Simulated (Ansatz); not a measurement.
## BN: a changed input and its effect

System: BN (slab, 6 atoms in the cell).
Method of run 1: DFT, LDA, PAW with Ansatz's default frozen-core files, scalar-relativistic, no spin polarisation (Ansatz 0.2.0).

Text and figures count atoms from 1; the logs count them from 0 in places.

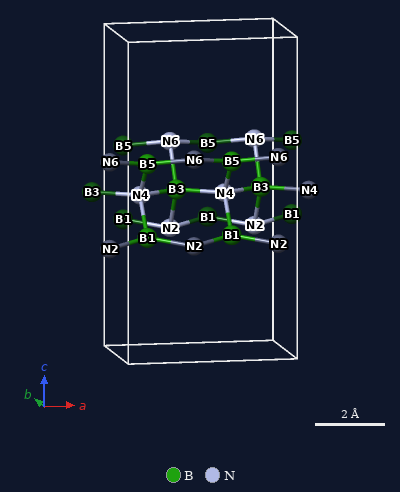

**Figure 1.** The structure as given in the input (ball-and-stick view of the 2 × 1 repeat of the cell, with the vacuum cut short, seen slightly off an axis; neighbours outside the cell are drawn fainter; atoms are numbered from 1 in the order of the input). An atom can appear more than once, as a periodic image. Near neighbours in the periodic cell (some may lie outside the picture): B has 3 N at 1.44 to 1.56 Å; N has 3 B at 1.44 to 1.60 Å; B has 4 N at 1.53 to 1.60 Å; N has 4 B at 1.53 to 1.56 Å.

Input file, run 1:
```yaml
crystal:
  lattice:
    - [2.5318878315, 0.0, 0.0]
    - [0.0, 3.5806301097, 0.0]
    - [0.0, 0.0, 18.5319]
  atoms:
    - { symbol: B, position: [0.25, 0.0856381718, 0.440706977] }
    - { symbol: "N", position: [0.75, 0.9006063549, 0.4304155016] }
    - { symbol: B, position: [0.75, 0.6340962617, 0.4999999715] }
    - { symbol: "N", position: [0.25, 0.3934143713, 0.5000000273] }
    - { symbol: B, position: [0.25, 0.0856382613, 0.5592929582] }
    - { symbol: "N", position: [0.75, 0.900606579, 0.5695845645] }
kpoints:
  mp_grid: { grid: [10, 7, 1] }
scf:
  occupations: { method: fermi_dirac, width: 0.02 }
hamiltonian:
  xc: lda
  pseudopotentials: { kind: paw }
output:
  forces: true
  stress: true
  eigenvalues: true
efield:
  axis: 3
  amplitude: 0.5
  dipole_correction: true
```

Command:
```bash
ansatz run input.yaml --threads 2 --pin off --max-ram 4096MiB --backend cpu --events-out ev --progress --plain --runs-dir out
```

Hardware: 2 threads of Arm Neoverse V1, 24 GiB of memory available, shared host.

Output, shortened to warnings, some set-up lines, iterations and results (run 1):
```
Basis set: ecut = 420 eV, 3271 PW (Γ)
Symmetry: 2 space group operations
k-points: 24 of 70 (time reversal used)
Initial density: superposition of atomic densities (neutral atoms: chi_scale 0, normalization atom, screened)
[...]
SCF iter   1: F=—  HF=-1580.163805 eV  |F-HF|=—  |Δ(HF+E_count)|=         —  Δρ=9.16e-2  dr2=1.40e1  ethr=3.10e-3  p=0.159 e·Å  D=1.71e-1 V/Å  ΔV_dip=-3.17 eV  …
SCF iter   2: F=—  HF=-1575.605141 eV  |F-HF|=—  |Δ(HF+E_count)|=    4.56e0  Δρ=3.54e-2  dr2=1.14e0  ethr=3.10e-3  p=0.102 e·Å  D=1.10e-1 V/Å  ΔV_dip=-2.03 eV  …
SCF iter   3: F=—  HF=-1575.211597 eV  |F-HF|=—  |Δ(HF+E_count)|=   3.94e-1  Δρ=6.02e-3  dr2=4.67e-2  ethr=3.10e-3  p=0.093 e·Å  D=9.97e-2 V/Å  ΔV_dip=-1.85 eV  …
SCF iter   4: F=—  HF=-1575.207515 eV  |F-HF|=—  |Δ(HF+E_count)|=   4.08e-3  Δρ=2.04e-3  dr2=1.13e-2  ethr=1.95e-4  p=0.096 e·Å  D=1.04e-1 V/Å  ΔV_dip=-1.92 eV  …
SCF iter   5: F=—  HF=-1575.204666 eV  |F-HF|=—  |Δ(HF+E_count)|=   2.85e-3  Δρ=5.17e-4  dr2=6.30e-4  ethr=4.71e-5  p=0.096 e·Å  D=1.03e-1 V/Å  ΔV_dip=-1.91 eV  …
SCF iter   6: F=—  HF=-1575.204608 eV  |F-HF|=—  |Δ(HF+E_count)|=   5.78e-5  Δρ=1.42e-4  dr2=3.63e-5  ethr=2.63e-6  p=0.096 e·Å  D=1.04e-1 V/Å  ΔV_dip=-1.92 eV  …
SCF iter   7: F=—  HF=-1575.204638 eV  |F-HF|=—  |Δ(HF+E_count)|=   3.05e-5  Δρ=3.79e-5  dr2=3.97e-6  ethr=1.51e-7  p=0.097 e·Å  D=1.04e-1 V/Å  ΔV_dip=-1.93 eV  …
SCF iter   8: F=—  HF=-1575.204644 eV  |F-HF|=—  |Δ(HF+E_count)|=   5.23e-6  Δρ=1.16e-5  dr2=2.10e-7  ethr=1.66e-8  p=0.097 e·Å  D=1.04e-1 V/Å  ΔV_dip=-1.93 eV  …
SCF iter   9: F=-1575.204644 eV  HF=-1575.204644 eV  |F-HF|=2.82e-8  |Δ(HF+E_count)|=   5.31e-7  Δρ=4.45e-6  dr2=3.57e-8  ethr=4.17e-10  p=0.097 e·Å  D=1.04e-1 V/Å  …
SCF 1 converged in 9 iterations: F = -1575.204644 eV  dr2 = 3.57e-8
SCF converged after 9 iterations
Free energy (F): -1575.204644 eV
Harris-Foulkes:  -1575.204644 eV  (|F-HF|=2.82e-8)
Internal energy: -1575.204644 eV  (E = F + TS)
E sigma→0 (E₀):  -1575.204644 eV
Entropy (-TS):   -0.000000 eV (-0.000 meV/atom)
Fermi energy:    -2.545745 eV
Dipole field:    D = 0.104197 V/Å  (p = 0.096742 e·Å, saw-weighted, corrected)
Work function:   not extracted (applied field tilts the vacuum); planar V_es + V_field profile in the machine report
Levels:          The Fermi level and band energies are counted from a zero that moves with the ramp; work functions are not
--- Per-component energies (eV) ---
  E_band       = -252.673100
  E_kinetic    = 547.926108
  E_local      = -11983.104899  (includes V_loc(G=0)·N_el)
  E_nonlocal   = 178.396534
  E_hartree    = 5708.869275
  E_xc         = -273.894614
  E_vxc        = -341.660934  (∫ρ·V_xc dr)
  E_paw        = -574.086277  (= ΣΔE_a)
  E_vpaw       = -71.931662  (= ΣTr[D̂ρ^β])
  E_aug_tail   = 0.000285  (compensation charges beyond the density's cutoff)
  E_efield     = -0.043331  (sawtooth field / dipole correction)
  E_vefield    = -0.038295  (∫n·V_field dr)
  E_ewald      = 4820.354640
  E_core_change = 0.377635  (= ΣΔE_core)
  E_smearing   = -0.000000  (= −TS)
  E_closure    = -0.000000  (closes the sum)
  Σ components = -1575.204644   (vs F -1575.204644, Δ=0.00e0)
--- Forces (eV/Å), atoms counted from 1 ---
  atom   1  B      0.00000000     0.08143270     0.17342419
  atom   2  N      0.00000000     0.02189980    -0.21597747
  atom   3  B      0.00000000    -0.00476814     0.23291339
  atom   4  N      0.00000000     0.00221687    -0.15764997
  atom   5  B      0.00000000    -0.07667227     0.17615075
  atom   6  N      0.00000000    -0.02404690    -0.20901104
  max |Σ_I F_I| component: 1.50e-4 eV/Å
--- Stress (GPa, compression-positive) ---
       -2.728076       0.000000       0.000000
        0.000000      -0.592485      -0.222013
        0.000000      -0.222016       0.008909
  P = ⅓ Tr σ = -1.1039 GPa (-11.039 kbar)
```

For run 2 the input was changed thus:
```diff
-efield:
-  axis: 3
-  amplitude: 0.5
-  dipole_correction: true
+  core_levels:
+    shells: { B: ["1s"] }
+    counted_from: conduction_bottom
+    add_spin: false
```

How does run 2 compare with run 1?

The total energies belong to different models, so their difference says nothing on which is more stable or more accurate. The largest force goes from 0.233 to 0.004 eV/Å. The SCF takes 7 iterations against 9. On the same kind of shared host run 2 took about 2.8 times as long.

Output, shortened to warnings, some set-up lines, iterations and results (run 2):
```
Warning: the atoms were moved onto the symmetric positions of the space group found under crystal.symmetry.tolerance 1.0e-5 (fractional; no operation is sought that the atoms, as they stand in a round, miss by more than twice it, and no atom is moved by as much as it), and the run uses the moved positions. Before a round's move an operation carried an atom to 1.46e-6 Å from where it should land, …
Basis set: ecut = 420 eV, 3271 PW (Γ)
Symmetry: 4 space group operations
k-points: 24 of 70 (time reversal used)
Initial density: superposition of atomic densities (neutral atoms: chi_scale 0, normalization atom), corrected by the library's trained network
[...]
SCF iter   1: F=—  HF=-1575.219410 eV  |F-HF|=—  |Δ(HF+E_count)|=         —  Δρ=7.63e-3  dr2=1.07e-1  ethr=1.77e-3  ⟨swp⟩=9.7  Hψ=3159  notcnv=0
SCF iter   2: F=—  HF=-1575.185397 eV  |F-HF|=—  |Δ(HF+E_count)|=   3.40e-2  Δρ=3.42e-3  dr2=1.41e-2  ethr=4.45e-4  ⟨swp⟩=3.1  Hψ=982  notcnv=0  defer=31
SCF iter   3: F=—  HF=-1575.181174 eV  |F-HF|=—  |Δ(HF+E_count)|=   4.22e-3  Δρ=1.41e-3  dr2=2.82e-3  ethr=5.89e-5  ⟨swp⟩=3.4  Hψ=850  notcnv=0  defer=7
SCF iter   4: F=—  HF=-1575.180494 eV  |F-HF|=—  |Δ(HF+E_count)|=   6.79e-4  Δρ=2.69e-4  dr2=1.06e-4  ethr=1.18e-5  ⟨swp⟩=3.8  Hψ=893  notcnv=0  defer=7
SCF iter   5: F=—  HF=-1575.180490 eV  |F-HF|=—  |Δ(HF+E_count)|=   4.10e-6  Δρ=7.20e-5  dr2=6.88e-6  ethr=4.41e-7  ⟨swp⟩=3.1  Hψ=875  notcnv=0  defer=8
SCF iter   6: F=—  HF=-1575.180493 eV  |F-HF|=—  |Δ(HF+E_count)|=   2.68e-6  Δρ=1.74e-5  dr2=4.14e-7  ethr=2.87e-8  ⟨swp⟩=2.4  Hψ=681  notcnv=0  defer=8
SCF iter   7: F=-1575.180493 eV  HF=-1575.180493 eV  |F-HF|=2.46e-8  |Δ(HF+E_count)|=   8.25e-8  Δρ=6.22e-6  dr2=5.50e-8  ethr=4.17e-10  ⟨swp⟩=11.6  Hψ=2567  notcnv=0
SCF 1 converged in 7 iterations: F = -1575.180493 eV  dr2 = 5.50e-8
── core hole 1/2: 1s of B 0 ──
── 1s of B 0: 186.534 eV over the cell without the hole, in 9 iterations ──
── core hole 2/2: 1s of B 2 ──
── 1s of B 2: 188.197 eV over the cell without the hole, in 10 iterations ──
SCF converged after 7 iterations
Free energy (F): -1575.180493 eV
Harris-Foulkes:  -1575.180493 eV  (|F-HF|=2.46e-8)
Internal energy: -1575.180493 eV  (E = F + TS)
E sigma→0 (E₀):  -1575.180493 eV
Entropy (-TS):   -0.000000 eV (-0.000 meV/atom)
Fermi energy:    -2.537666 eV
--- Per-component energies (eV) ---
  E_band       = -252.432070
  E_kinetic    = 547.939933
  E_local      = -11983.339811  (includes V_loc(G=0)·N_el)
  E_nonlocal   = 178.394837
  E_hartree    = 5709.079855
  E_xc         = -273.900036
  E_vxc        = -341.668053  (∫ρ·V_xc dr)
  E_paw        = -574.087830  (= ΣΔE_a)
  E_vpaw       = -71.933460  (= ΣTr[D̂ρ^β])
  E_aug_tail   = 0.000285  (compensation charges beyond the density's cutoff)
  E_ewald      = 4820.354640
  E_core_change = 0.377635  (= ΣΔE_core)
  E_smearing   = -0.000000  (= −TS)
  E_closure    = -0.000000  (closes the sum)
  Σ components = -1575.180493   (vs F -1575.180493, Δ=0.00e0)
--- Forces (eV/Å), atoms counted from 1 ---
  atom   1  B      0.00000000     0.00111534     0.00286416
  atom   2  N      0.00000000    -0.00050266    -0.00212324
  atom   3  B      0.00000000    -0.00373619     0.00000000
  atom   4  N      0.00000000     0.00258865     0.00000000
  atom   5  B      0.00000000     0.00111534    -0.00286416
  atom   6  N      0.00000000    -0.00050266     0.00212324
  max |Σ_I F_I| component: 7.78e-5 eV/Å
--- Stress (GPa, compression-positive) ---
       -2.752140       0.000000       0.000000
        0.000000      -0.612685       0.000000
        0.000000       0.000000      -0.003279
  P = ⅓ Tr σ = -1.1227 GPa (-11.227 kbar)
--- Core levels from the conduction bottom, as differences alone (as output.core_levels.counted_from types it; a hole's nearest image at 2.5 Å) ---
  the holes have no spin, as output.core_levels.add_spin types it
  atom         alike  shell      binding/eV   shift/eV difference/eV images/eV   SCF
  B 0              2     1s               –     +0.000       186.534         –     9
  B 2              1     1s               –     +1.664       188.197         –    10
  the dataset of B with a 1s hole: scattering error 0.000 eV (0.000 eV in the local channel); free atom: scalar-relativistic, large and small components
```

The two runs side by side:

| quantity | run 1 | run 2 |
| --- | --- | --- |
| outcome | converged | converged |
| free energy per atom (eV) | −262.5341 | −262.5301 |
| largest force (eV/Å) | 0.233 | 0.004 |
| SCF iterations | 9 | 7 |
| irreducible k-points | 24 | 24 |
| plane waves at Γ | 3271 | 3271 |
| wall time (shared host) | 6.6 s | 18 s |

For run 2: Warnings: the structure was made exactly symmetric.
